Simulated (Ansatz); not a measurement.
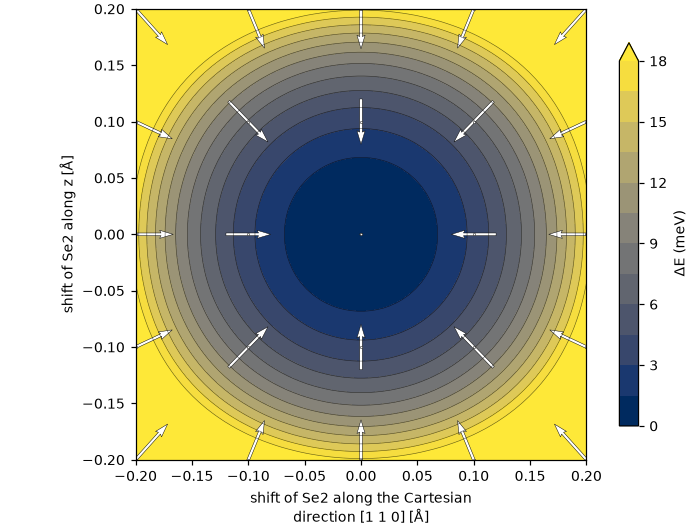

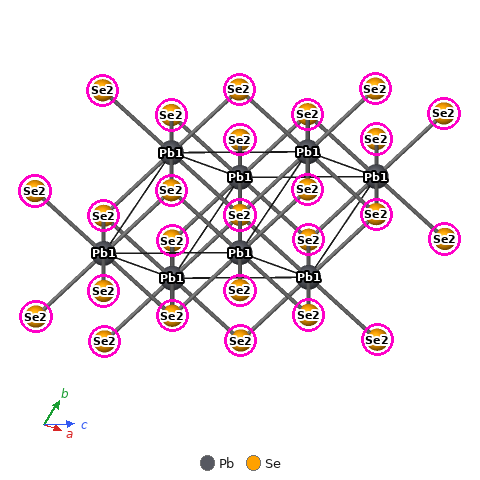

Energy landscape of PbSe (Fm-3m, No. 225; 2 atoms in the cell). Atom Se2 is moved over a plane while all other atoms and the cell stay fixed (its periodic images move with it) (x, y and z along the cube axes). Coordinates scanned: (1) shift of Se2 along the Cartesian direction [1 1 0]; (2) shift of Se2 along z. Grid: 5 × 5 points; 9 points were computed and 16 follow by symmetry. Points are written as (first, second). All energies are given in meV per cell relative to the lowest grid point. The reference cell is the one listed in the database, not relaxed at this level. Theory: DFT PBE, scalar-relativistic, plane waves, PAW (Ansatz 0.2.0). Settings: cutoff 420 eV, k-mesh 10×10×10, gaussian smearing 0.03 eV, no spin polarisation.

The picture shows filled contours, dots at the grid points, arrows along the force (downhill), their lengths compressed, one colour for all values above the top of the scale. Between grid points the surface is interpolated. The second picture is the structure at the lowest point

> Describe this landscape.

The lowest grid point is at (0.0 Å, 0.0 Å). It is the only kind of minimum in the scanned range. The highest grid point, (−0.2 Å, −0.2 Å), lies 40.3 meV above the lowest. Near the minimum the well is nearly round, with a curvature of about 0.55 eV/Å².

Grid values (meV):

```tsv
second ↓, first →	−0.2	−0.1	0.0	0.1	0.2
0.2	40.3	23.2	18.3	23.2	40.3
0.1	22.0	7.4	3.5	7.4	22.0
0.0	17.1	3.4	0.0	3.4	17.1
−0.1	22.0	7.4	3.5	7.4	22.0
−0.2	40.3	23.2	18.3	23.2	40.3
```
